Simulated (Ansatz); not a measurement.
# MgO: what the fields show

```yaml
crystal:
  lattice:
    - [2.59790, 0.00000, 0.00000]
    - [0.00000, 2.59790, 0.00000]
    - [0.00000, 0.00000, 2.59790]
  atoms:
    - { symbol: Mg, position: [0.00000, 0.00000, 0.00000] }
    - { symbol: O, position: [0.50000, 0.50000, 0.50000] }
```

Space group Pm-3m; a generated structure, not necessarily the stable one; changed on purpose from its base cell (volume × 1.000 of the coarse rest volume).

Level of theory: DFT LDA, scalar-relativistic, plane waves, PAW (Ansatz 0.2.0).

In a PAW calculation such maps are meaningful between the atoms, not at the nuclei.

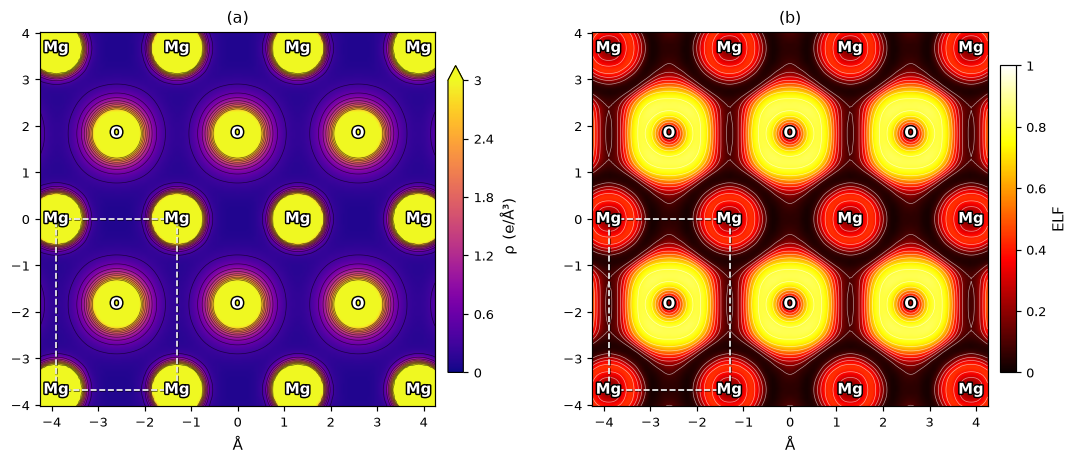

Figure 1. (a) valence electron density; (b) electron localisation function on the (101̄) plane of the conventional cell.

Q: What does the map show?

A:
- The section cuts through Mg and O sites.
- Mg–O (2.25 Å): the density is about 0.27 e/Å³ at the midpoint; the ELF peaks at about 0.85 in the valence shell of O, 0.6 Å from its nucleus, and is about 0.35 at the midpoint: a closed-shell, largely ionic contact.
- Between the atoms the lowest density in this plane is 0.09 e/Å³.

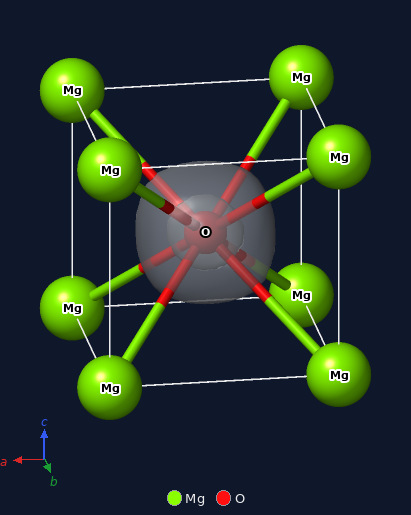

Figure 2. Isosurface of the ELF at 0.75 (grey), seen at an oblique angle. Only the valence region is drawn (cores and ρ < 0.01 e/Å³ removed). Sticks mark near contacts.

Q: Identify the bonds, lone pairs and shells in this picture.

A: At this value the surface marks out one region wrapped around O (its valence shell), counted in one cell of 2 atoms. Any copies at cell faces, edges or corners count once.

Q: Does the calculation give a band gap?

A: It is gapped, with a Kohn–Sham gap of 2.8 eV on the k-point mesh (the band edges may lie off the mesh, which would make the gap smaller).
